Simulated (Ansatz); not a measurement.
Run report: PtSe2, geometry relaxation

System: PtSe2 (3 atoms in the cell).
Method: DFT PBE+D3(BJ), scalar-relativistic, plane waves, PAW, no spin polarisation (Ansatz 0.2.0).

The structure derives from an entry of the Crystallography Open Database. Figures and captions count atoms from 1; the log counts them from 0 in places.

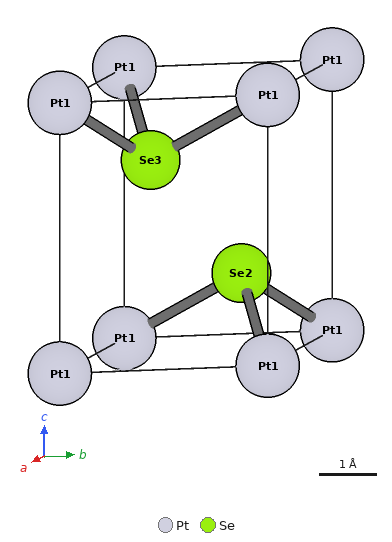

The input geometry (ball-and-stick view of the cell of the calculation, seen slightly off an axis; atoms are numbered from 1 in the order of the input). An atom can appear more than once, as a periodic image. Near neighbours in the periodic cell (some may lie outside the picture): Pt has 6 Se at 2.53 Å; Se has 3 Pt at 2.53 Å.

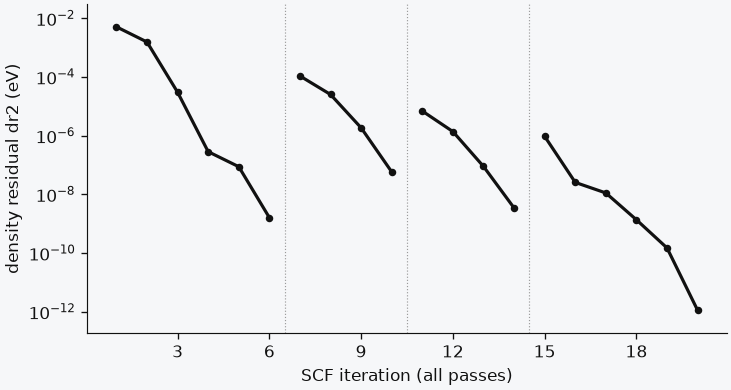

Convergence of the self-consistent field: density residual dr2 against the SCF iteration. The dotted lines part the SCF passes of the relaxation: geometry steps, rejected trials and re-solves on a re-selected basis. The passes take 6, 4, 4 and 6 iterations.

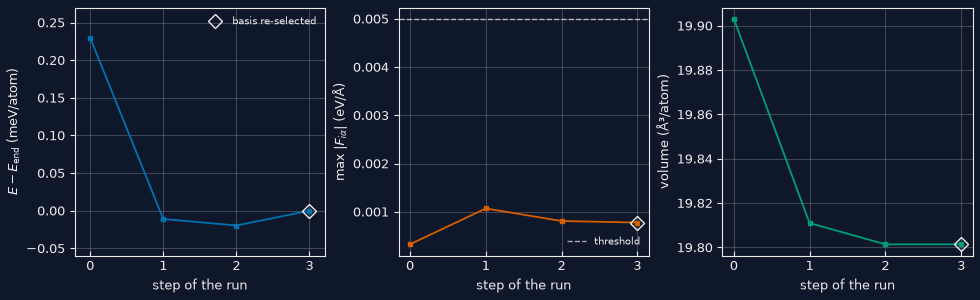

Progress of the relaxation, step by step (the first geometry is step 0 here and step 1 in the log).

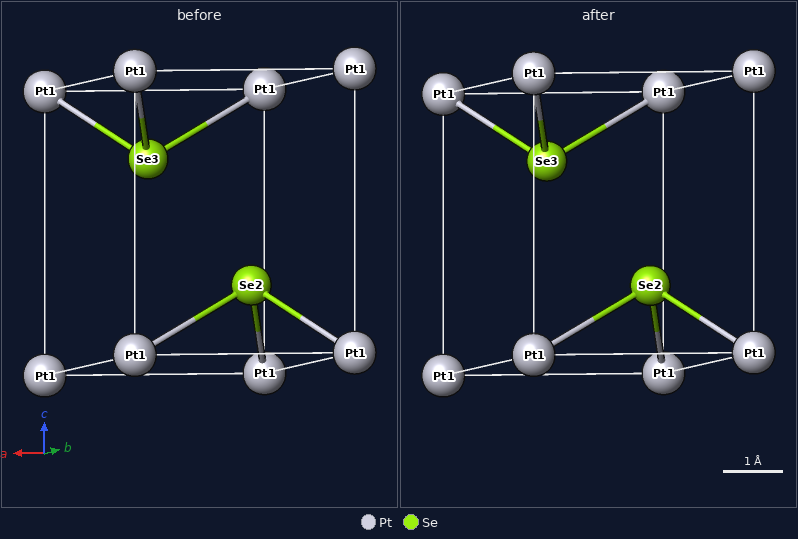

Before (left) and after (right) the relaxation, at one scale (ball-and-stick view of the cell of the calculation, seen at an oblique angle). The largest moves relative to the cell, 0.005 Å, are those of Se2 and Se3. Pt stays in place. The volume changes by −0.5 %, with a = b 3.764 → 3.772 Å (+0.2 %), c 4.865 → 4.822 Å (−0.9 %). The space group stays P-3m1 (No. 164). Over 2 geometry steps the energy falls by 0.2 meV per atom. Largest force component: 0.00032 eV/Å at the start, 0.00078 eV/Å at the end. The pressure goes from −0.07 to −0.02 GPa. A last SCF at the same geometry on a re-selected plane-wave basis shifts the energy by +0.0 meV per atom. (Atoms are counted from 1 in the order of the input.)

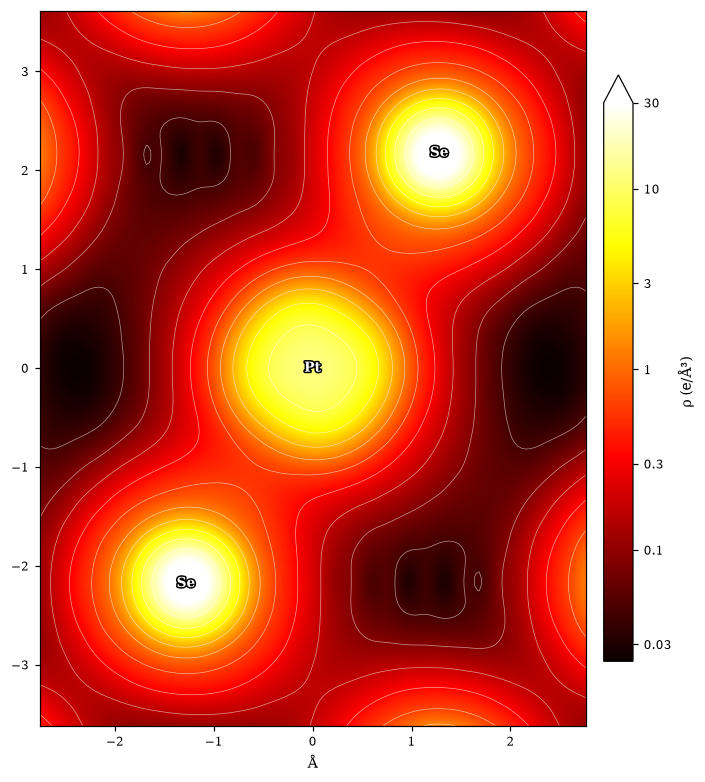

Valence pseudo-density on the (110) plane of the conventional cell. The section cuts through Pt and Se sites. Pt–Se (2.53 Å): the density is about 0.56 e/Å³ at the midpoint. Away from the nuclei the density in this plane falls to 0.02 e/Å³ at its lowest. The fields are those of the smooth PAW valence density.

The input and output of the run follow.

Input:
```yaml
crystal:
  lattice:
    - [3.7644458077, 0.0, 0.0]
    - [-1.8822229038, 3.2601057006, 0.0]
    - [0.0, 0.0, 4.8652988421]
  atoms:
    - { symbol: Pt, position: [0.0, 0.0, 0.0] }
    - { symbol: Se, position: [0.3333333333, 0.6666666667, 0.2644373449] }
    - { symbol: Se, position: [0.6666666667, 0.3333333333, 0.7355626551] }
basis:
  ecutwfc: 420
kpoints:
  mp_grid: { grid: [12, 12, 10] }
hamiltonian:
  xc: pbe
  dispersion: d3bj
scf:
  occupations: { method: gaussian, width: 0.1 }
output:
  forces: true
  stress: true
  eigenvalues: true
  write_density: true
  write_potential: true
  elf: true
  volumetric_format: npy
relax:
  adjacent_minimum: "off"
  f_tol: 0.005
  max_steps: 80
  cell: { stress_tol: 0.05 }
```

Launch command:
```bash
ansatz run input.yaml --threads 2 --pin off --max-ram 5120MiB --backend cpu --events-out ev --progress --plain --runs-dir out
```

What the program printed:
```
Engine: ansatz 0.2.0, aarch64-unknown-linux-gnu
Pseudopotentials: kind: paw
Pseudopotential: Pt, paw, valence charge 18, recommended cutoff 420 eV (normal), Pt.paw.azcp
Pseudopotential: Se, paw, valence charge 16, recommended cutoff 420 eV (normal), Se.paw.azcp
Functional definition: PBE
  parameter kappa = 0.804
  parameter beta = 0.06672455060314922
  exchange = pbe_x(kappa = kappa, mu = beta*pi^2/3)
  correlation = pbe_c(beta = beta)
Crystal: 3 atoms, lattice volume = 59.709 Å³
Basis set: ecut = 420 eV, 1169 PW (Γ), exchange–correlation on 54×54×72 points (8 copies of the dense FFT grid, shifted against one another)
Bands: 30, of which v1, the nominal top of the filled ones, is band 25 counted from 1 (24 counted from 0)
Symmetry: 12 space group operations
Space group: P-3m1 (ITA 164), of the structure as read, at distance tolerance 3.9e-5 Å
k-points: 162 of 1440
Non-local potential: Pt, projectors of the file, l = 0: 3, l = 1: 2, l = 2: 2, l = 3: 1
Non-local potential: Se, projectors of the file, l = 0: 2, l = 1: 2, l = 2: 3, l = 3: 1
PAW form: soft (Blöchl's): semilocal exchange-correlation on the pseudo side does not see the compensation charge
PAW one-centre angular grid: Pt, 590 points (default); XC on 64 Gauss nodes
PAW one-centre angular grid: Se, 590 points (default); XC on 64 Gauss nodes
Initial density: superposition of atomic densities (neutral atoms: chi_scale 0, normalization atom), corrected by the library's trained network
Initial wavefunctions: pseudopotential atomic-orbital guess
Functional: x = pbe(κ = 0.804, μ = 0.2195149727645171), c = pbe(β = 0.06672455060314922)
SCF iter   1: F=—  HF=-23463.732799 eV  |F-HF|=—  |Δ(HF+E_count)|=         —  Δρ=3.09e-3  dr2=5.07e-3  ethr=1.77e-3  ⟨swp⟩=5.3  Hψ=18548  notcnv=0
preconditioner: auto → LDOS  [metal: Δε(μ)=0.033 eV  Ē_g=10.054 eV  σ=0.100 eV  W_gap=0.18  n_scr=22 (ndim 8)  ℏωp=22.5 eV  f_vac=0.023  D(μ)=0.77/eV (n_scr^D=2)  β→1.0]
SCF iter   2: F=—  HF=-23463.734463 eV  |F-HF|=—  |Δ(HF+E_count)|=   1.66e-3  Δρ=1.33e-3  dr2=1.54e-3  ethr=1.01e-5  ⟨swp⟩=2.0  Hψ=7913  notcnv=0
SCF iter   3: F=—  HF=-23463.734208 eV  |F-HF|=—  |Δ(HF+E_count)|=   2.55e-4  Δρ=2.37e-4  dr2=2.99e-5  ethr=3.08e-6  ⟨swp⟩=2.0  Hψ=5985  notcnv=0
SCF iter   4: F=—  HF=-23463.734196 eV  |F-HF|=—  |Δ(HF+E_count)|=   1.19e-5  Δρ=2.83e-5  dr2=2.81e-7  ethr=5.98e-8  ⟨swp⟩=2.0  Hψ=8613  notcnv=0
iter 5 did not close the SCF: its close was put off for the readings that it lacked (scf_convergence_deferred on its scf_iter line)
SCF iter   5: F=-23463.734196 eV  HF=-23463.734196 eV  |F-HF|=6.26e-8  |Δ(HF+E_count)|=   4.09e-7  Δρ=8.26e-6  dr2=8.65e-8  ethr=5.61e-10  ⟨swp⟩=2.7  Hψ=8810  notcnv=0
SCF iter   6: F=-23463.734196 eV  HF=-23463.734196 eV  |F-HF|=2.33e-9  |Δ(HF+E_count)|=   1.48e-8  Δρ=2.15e-6  dr2=1.59e-9  ethr=1.73e-10  ⟨swp⟩=7.9  Hψ=31807  notcnv=0
SCF 1 converged in 6 iterations: F = -23463.734196 eV  dr2 = 1.59e-9
  greatest PAW one-centre occupation: 1.000 electrons in one spin orbital (limit 2), on the Pt atom at site 0 (counted from 0), in its partial waves of l = 0
relax step   1: F+E_penalty+E_count = -23463.73419640 eV  Δ(F+E_penalty+E_count) = +0.000e0 eV  max|allowed force component| = 3.250e-4 eV/Å  Δτ_max = 0.0000 Å  P = -0.070 GPa  Ω = 59.709 Å³  (6 SCF iters, dr2 threshold 1.00e-7 eV, accepted)
Crystal: 3 atoms, lattice volume = 59.433 Å³
Initial density: handed on by an earlier stage of this run
Initial wavefunctions: those handed on with the density
iter 1 solved again at ethr=3.84e-7 eV; its pass at ethr=3.10e-3 eV (dr2=1.92e-4 eV) is discarded
SCF iter   1: F=—  HF=-23463.734939 eV  |F-HF|=—  |Δ(HF+E_count)|=         —  Δρ=6.22e-4  dr2=1.07e-4  ethr=3.84e-7  ⟨swp⟩=3.0  Hψ=24243  notcnv=0
preconditioner: auto → LDOS  [metal: Δε(μ)=0.030 eV  Ē_g=10.067 eV  σ=0.100 eV  W_gap=0.16  n_scr=22 (ndim 8)  ℏωp=22.6 eV  f_vac=0.022  D(μ)=0.81/eV (n_scr^D=2)  β→1.0]
SCF iter   2: F=—  HF=-23463.734925 eV  |F-HF|=—  |Δ(HF+E_count)|=   1.36e-5  Δρ=1.75e-4  dr2=2.50e-5  ethr=2.14e-7  ⟨swp⟩=3.0  Hψ=8415  notcnv=0
SCF iter   3: F=—  HF=-23463.734920 eV  |F-HF|=—  |Δ(HF+E_count)|=   5.43e-6  Δρ=4.13e-5  dr2=1.83e-6  ethr=5.00e-8  ⟨swp⟩=3.0  Hψ=8353  notcnv=0
SCF iter   4: F=-23463.734919 eV  HF=-23463.734919 eV  |F-HF|=3.31e-8  |Δ(HF+E_count)|=   3.59e-7  Δρ=9.01e-6  dr2=5.75e-8  ethr=6.00e-10  ⟨swp⟩=9.9  Hψ=41592  notcnv=0
SCF 2 converged in 4 iterations: F = -23463.734919 eV  dr2 = 5.75e-8
relax step   2: F+E_penalty+E_count = -23463.73491913 eV  Δ(F+E_penalty+E_count) = -7.227e-4 eV  max|allowed force component| = 1.068e-3 eV/Å  Δτ_max = 0.0048 Å  P = +0.011 GPa  Ω = 59.433 Å³  energy of the carried Pulay correction = +5.215e-5 eV  (4 SCF iters, dr2 threshold 3.00e-7 eV, accepted)
Crystal: 3 atoms, lattice volume = 59.404 Å³
iter 1 solved again at ethr=2.02e-8 eV; its pass at ethr=3.10e-3 eV (dr2=1.01e-5 eV) is discarded
SCF iter   1: F=—  HF=-23463.734955 eV  |F-HF|=—  |Δ(HF+E_count)|=         —  Δρ=1.47e-4  dr2=6.82e-6  ethr=2.02e-8  ⟨swp⟩=3.0  Hψ=23653  notcnv=0
preconditioner: auto → LDOS  [metal: Δε(μ)=0.029 eV  Ē_g=10.068 eV  σ=0.100 eV  W_gap=0.16  n_scr=22 (ndim 8)  ℏωp=22.6 eV  f_vac=0.022  D(μ)=0.81/eV (n_scr^D=2)  β→1.0]
SCF iter   2: F=—  HF=-23463.734945 eV  |F-HF|=—  |Δ(HF+E_count)|=   9.37e-6  Δρ=4.19e-5  dr2=1.36e-6  ethr=1.36e-8  ⟨swp⟩=2.0  Hψ=6625  notcnv=0
SCF iter   3: F=—  HF=-23463.734945 eV  |F-HF|=—  |Δ(HF+E_count)|=   3.45e-7  Δρ=1.12e-5  dr2=8.83e-8  ethr=2.72e-9  ⟨swp⟩=2.0  Hψ=8735  notcnv=0
SCF iter   4: F=-23463.734945 eV  HF=-23463.734945 eV  |F-HF|=1.64e-9  |Δ(HF+E_count)|=   2.72e-8  Δρ=2.36e-6  dr2=3.39e-9  ethr=1.43e-11  ⟨swp⟩=5.5  Hψ=30123  notcnv=0
SCF 3 converged in 4 iterations: F = -23463.734945 eV  dr2 = 3.39e-9
relax step   3: F+E_penalty+E_count = -23463.73494482 eV  Δ(F+E_penalty+E_count) = -2.569e-5 eV  max|allowed force component| = 8.080e-4 eV/Å  Δτ_max = 0.0006 Å  P = -0.021 GPa  Ω = 59.404 Å³  energy of the carried Pulay correction = +5.701e-5 eV  (4 SCF iters, dr2 threshold 7.16e-9 eV, accepted)
Initial wavefunctions: pseudopotential atomic-orbital guess (no wavefunctions were taken with the density)
iter 1 solved again at ethr=8.80e-8 eV; its pass at ethr=3.10e-3 eV (dr2=4.40e-5 eV) is discarded
SCF iter   1: F=—  HF=-23463.734419 eV  |F-HF|=—  |Δ(HF+E_count)|=         —  Δρ=2.73e-4  dr2=9.36e-7  ethr=8.80e-8  ⟨swp⟩=3.0  Hψ=30191  notcnv=0
preconditioner: auto → LDOS  [metal: Δε(μ)=0.028 eV  Ē_g=10.068 eV  σ=0.100 eV  W_gap=0.16  n_scr=22 (ndim 8)  ℏωp=22.6 eV  f_vac=0.022  D(μ)=0.81/eV (n_scr^D=2)  β→1.0]
SCF iter   2: F=—  HF=-23463.734886 eV  |F-HF|=—  |Δ(HF+E_count)|=   4.67e-4  Δρ=4.64e-6  dr2=2.52e-8  ethr=1.87e-9  ⟨swp⟩=2.0  Hψ=6575  notcnv=0
SCF iter   3: F=—  HF=-23463.734886 eV  |F-HF|=—  |Δ(HF+E_count)|=   2.72e-9  Δρ=3.23e-6  dr2=1.10e-8  ethr=5.05e-11  ⟨swp⟩=2.0  Hψ=8830  notcnv=0
SCF iter   4: F=—  HF=-23463.734886 eV  |F-HF|=—  |Δ(HF+E_count)|=   4.90e-9  Δρ=1.26e-6  dr2=1.34e-9  ethr=2.21e-11  ⟨swp⟩=2.0  Hψ=8257  notcnv=0
SCF iter   5: F=—  HF=-23463.734886 eV  |F-HF|=—  |Δ(HF+E_count)|=  5.06e-10  Δρ=3.33e-7  dr2=1.47e-10  ethr=2.67e-12  ⟨swp⟩=2.0  Hψ=8265  notcnv=0
SCF iter   6: F=-23463.734886 eV  HF=-23463.734886 eV  |F-HF|=7.28e-12  |Δ(HF+E_count)|=  5.09e-11  Δρ=4.17e-8  dr2=1.10e-12  ethr=1.00e-12  ⟨swp⟩=6.0  Hψ=22303  notcnv=0
SCF 4 converged in 6 iterations: F = -23463.734886 eV  dr2 = 1.10e-12
relax step   4: F+E_penalty+E_count = -23463.73488604 eV  Δ(F+E_penalty+E_count) = +5.878e-5 eV  max|allowed force component| = 7.756e-4 eV/Å  Δτ_max = 0.0000 Å  P = -0.021 GPa  Ω = 59.404 Å³  stress off target by 2.87e-2 GPa  SCF on the basis re-selected at this cell (its energy is not comparable with the rows above)  (6 SCF iters)
basis re-selected at this cell: Δ(F+E_penalty+E_count) = +5.878e-5 eV, ΔP = +0.000 GPa vs the last step (what re-selecting the basis moved, of the pressure what is left beyond the Pulay correction that the steps carried, after the strain that the cell walked since its last selection, with what the two solves' SCF thresholds leave and, on support functions, any second-order correction that the steps lacked; it is no measure of the basis error at this ecutwfc). This SCF's stress stands 2.87e-2 GPa from its target on what of the cell is left free (relax.cell.stress_tol is 5.00e-2 GPa) and its largest allowed force component is 7.76e-4 eV/Å (relax.f_tol is 5.00e-3 eV/Å): within both
SCF converged after 6 iterations
Free energy (F): -23463.734886 eV
Harris-Foulkes:  -23463.734886 eV  (|F-HF|=7.28e-12)
Internal energy: -23463.730829 eV  (E = F + TS)
E sigma→0 (E₀):  -23463.732858 eV
Entropy (-TS):   -0.004057 eV (-1.352 meV/atom)
Fermi energy:    13.654279 eV
--- Per-component energies (eV) ---
  E_band       = -936.585715
  E_kinetic    = 874.614343
  E_local      = -6472.375276  (includes V_loc(G=0)·N_el)
  E_nonlocal   = -989.922309
  E_hartree    = 3002.514747
  E_xc         = -470.719373
  E_vxc        = -500.006087  (∫ρ·V_xc dr)
  E_paw        = -13278.233922  (= ΣΔE_a)
  E_vpaw       = 146.075165  (= ΣTr[D̂ρ^β])
  E_aug_tail   = -0.001005  (compensation charges beyond the density's cutoff)
  E_ewald      = -6128.137500
  E_disp       = -1.470534  (pairwise vdW)
  E_smearing   = -0.004057  (= −TS)
  E_closure    = 0.000000  (closes the sum)
  Σ components = -23463.734886   (vs F -23463.734886, Δ=0.00e0)
--- Forces (eV/Å), atoms counted from 1 ---
  atom   1  Pt     0.00000000     0.00000000     0.00000000
  atom   2  Se    -0.00000000    -0.00000000     0.00077555
  atom   3  Se     0.00000000     0.00000000    -0.00077555
  max |Σ_I F_I| component: 4.21e-30 eV/Å
--- Stress (GPa, compression-positive) ---
       -0.028700      -0.000000      -0.000000
       -0.000000      -0.028700       0.000000
       -0.000000       0.000000      -0.004694
  P = ⅓ Tr σ = -0.0207 GPa (-0.207 kbar)
--- Band table (eV; the first three rows and the last of 162) ---
  k-point 0: bands = ["-85.6866", "-39.9340", "-39.9340", "-39.8431", "-34.8948", "-34.8948", "-34.8922", "-34.8922", "-34.8865", "-34.8865", "-34.8811", "-34.8811", "-34.8802", "-34.8795", "-2.0172", "1.0835", "6.5347", "7.4262", "7.4262", "9.8650", "9.8650", "11.1816", "12.6446", "12.6446", "14.4322", "14.7228", "14.7228", "17.0163", "17.7646", "20.9462"]
  k-point 1: bands = ["-85.6866", "-39.9340", "-39.9340", "-39.8431", "-34.8947", "-34.8947", "-34.8922", "-34.8922", "-34.8864", "-34.8864", "-34.8812", "-34.8812", "-34.8803", "-34.8794", "-1.9683", "0.9547", "6.7040", "7.4356", "7.4356", "9.8588", "9.8588", "11.1761", "12.5576", "12.5576", "14.1208", "14.8498", "14.8498", "17.1165", "18.0709", "20.9045"]
  k-point 2: bands = ["-85.6866", "-39.9340", "-39.9340", "-39.8431", "-34.8945", "-34.8945", "-34.8924", "-34.8924", "-34.8861", "-34.8861", "-34.8817", "-34.8817", "-34.8803", "-34.8794", "-1.8236", "0.6186", "7.1558", "7.4606", "7.4606", "9.8435", "9.8435", "11.1526", "12.3577", "12.3577", "13.4265", "15.1640", "15.1640", "17.4272", "18.7259", "20.7759"]
  k-point 161: bands = ["-85.6865", "-39.9400", "-39.9400", "-39.8425", "-34.8934", "-34.8934", "-34.8931", "-34.8930", "-34.8850", "-34.8843", "-34.8843", "-34.8837", "-34.8791", "-34.8791", "0.0681", "0.0681", "7.2384", "7.2384", "7.7039", "9.2251", "9.3706", "9.3706", "10.2093", "11.1759", "11.1759", "15.9911", "15.9911", "20.2424", "21.2654", "21.2955"]
--- Relaxed structure (3 steps of the walk, 3 accepted, 1 SCFs on fresh bases) ---
  F+E_penalty+E_count = -23463.73488604 eV   max|allowed force component| = 7.756e-4 eV/Å   (the final SCF, on the basis selected at the relaxed cell)
  cell:  # Å, volume = 59.4042 Å³
    - [3.771702437778135, -2.8923098315856626e-11, -1.4643563530239503e-18]
    - [-1.885851218864019, 3.266390126646022, 1.4643563530239468e-18]
    - [-1.8925843624116666e-18, 1.0926840911218142e-18, 4.821826355616189]
  atoms:
    - { symbol: Pt, position: [-1.6784950467918338e-34, 2.669175065554407e-35, 0.0] }
    - { symbol: Se, position: [0.3333333333333333, 0.6666666666666665, 0.26554374764246286] }
    - { symbol: Se, position: [0.6666666666666667, 0.3333333333333333, 0.7344562523575371] }
```

Trajectory as extended XYZ (Å, eV, eV/Å), 4 frames, from step=1 to step=4:
```
3
Lattice="3.7644 0.0000 0.0000 -1.8822 3.2601 0.0000 0.0000 0.0000 4.8653" Properties=species:S:1:pos:R:3:forces:R:3 step=1 energy=-23463.73420 pressure_GPa=-0.07
Pt    0.0000    0.0000    0.0000    0.0000   0.0000   0.0000
Se    0.0000    2.1734    1.2866    0.0000   0.0000  -0.0003
Se    1.8822    1.0867    3.5787    0.0000   0.0000   0.0003
3
Lattice="3.7697 0.0000 0.0000 -1.8848 3.2646 0.0000 0.0000 0.0000 4.8293" Properties=species:S:1:pos:R:3:forces:R:3 step=2 energy=-23463.73492 pressure_GPa=0.01
Pt    0.0000    0.0000    0.0000    0.0000   0.0000   0.0000
Se    0.0000    2.1764    1.2818    0.0000   0.0000   0.0011
Se    1.8848    1.0882    3.5476    0.0000   0.0000  -0.0011
3
Lattice="3.7717 0.0000 0.0000 -1.8859 3.2664 0.0000 0.0000 0.0000 4.8218" Properties=species:S:1:pos:R:3:forces:R:3 step=3 energy=-23463.73495 pressure_GPa=-0.02
Pt    0.0000    0.0000    0.0000    0.0000   0.0000   0.0000
Se    0.0000    2.1776    1.2804    0.0000   0.0000   0.0008
Se    1.8859    1.0888    3.5414    0.0000   0.0000  -0.0008
3
Lattice="3.7717 0.0000 0.0000 -1.8859 3.2664 0.0000 0.0000 0.0000 4.8218" Properties=species:S:1:pos:R:3:forces:R:3 step=4 energy=-23463.73489 pressure_GPa=-0.02
Pt    0.0000    0.0000    0.0000    0.0000   0.0000   0.0000
Se    0.0000    2.1776    1.2804    0.0000   0.0000   0.0008
Se    1.8859    1.0888    3.5414    0.0000   0.0000  -0.0008
```

Results in brief:

| quantity | value |
| --- | --- |
| outcome | converged |
| space group (tolerance 0.01 Å) | P-3m1 (164) |
| electrons treated | 50 |
| free energy | −23463.7349 eV |
| Fermi energy | 13.654 eV |
| gap on the k-point mesh | none (metallic) |
| pressure | −0.02 GPa |
| final volume | 59.40 Å³ |
| largest force (length of the vector) at the end | 0.001 eV/Å |
| final cell | a = 3.772 Å, b = 3.772 Å, c = 4.822 Å, α = 90.00°, β = 90.00°, γ = 120.00° |
| hardware | 2 threads of Arm Neoverse N1, 24 GiB of memory available, shared host |
| wall time | 52 s (CPU time 1.7 min) |
| peak memory | 0.52 GiB |

Notes:

Spin–orbit coupling is left out, which matters for Pt.
